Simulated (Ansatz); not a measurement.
```xyz
19
Lattice="6.0875 0.0000 0.0000 -3.0437 6.8060 0.0000 0.0000 0.0000 27.2508" Properties=species:S:1:pos:R:3 pbc="T T T"
As   -1.5219    4.7642    7.5000
In    3.0437    2.7224    8.1807
As    4.5656    0.6806    8.8611
In    0.0000    5.4448    9.5419
As    1.5219    3.4030   10.2223
In    0.0000    1.3612   10.9030
As   -1.5219    6.1254   11.5835
In    3.0437    4.0836   12.2642
As    4.5656    2.0418   12.9447
In    3.0437    0.0000   13.6254
As    1.5219    4.7642   14.3061
In    0.0000    2.7224   14.9866
As    1.5219    0.6806   15.6673
In    3.0437    5.4448   16.3477
As   -1.5219    3.4030   17.0285
In    3.0437    1.3612   17.7089
As    1.5219    6.1254   18.3896
In    0.0000    4.0836   19.0701
As    1.5219    2.0418   19.7508
```

Not relaxed (largest force 1.4 eV/Å); computed without spin polarisation.

Method: DFT PBEsol, scalar-relativistic, plane waves, PAW in Ansatz.

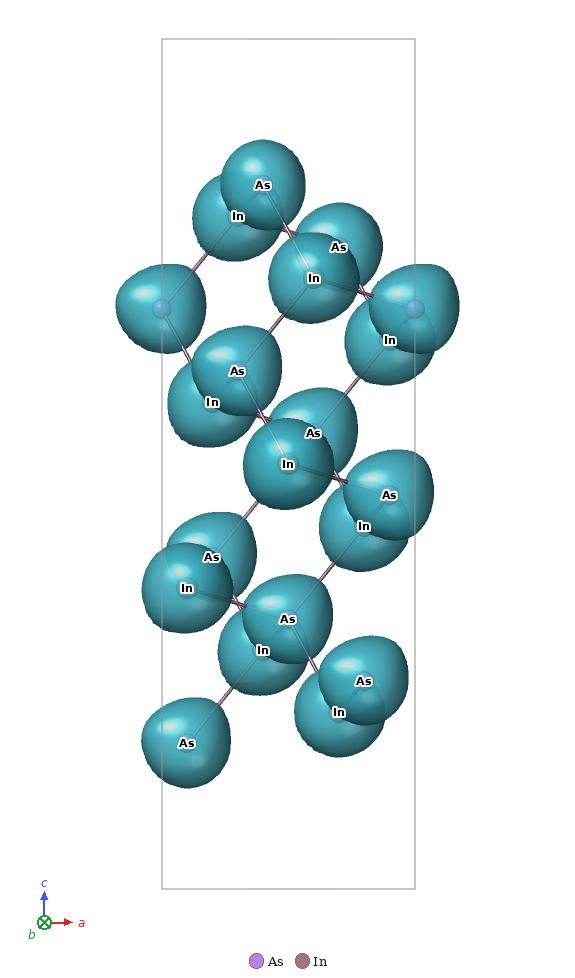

In$_{9}$As$_{10}$ (slab). Isosurface of the valence electron density at 0.5 e/Å³ (cyan), seen along the b axis. Sticks mark near contacts.

Core electrons are frozen (PAW), and the valence fields are smoothed inside the atomic spheres.

Q: Which contacts does the surface bridge?

A: At this value the density breaks into separate islands; it holds about 75 % of the electrons treated as valence (semicore included). It bridges none of the near contacts. It is pinched off along the sampled In–As (2.64 Å) contacts. On the grid the lowest density along these lines, outside the cores, is 0.39 e/Å³ (In–As, 2.64 Å).
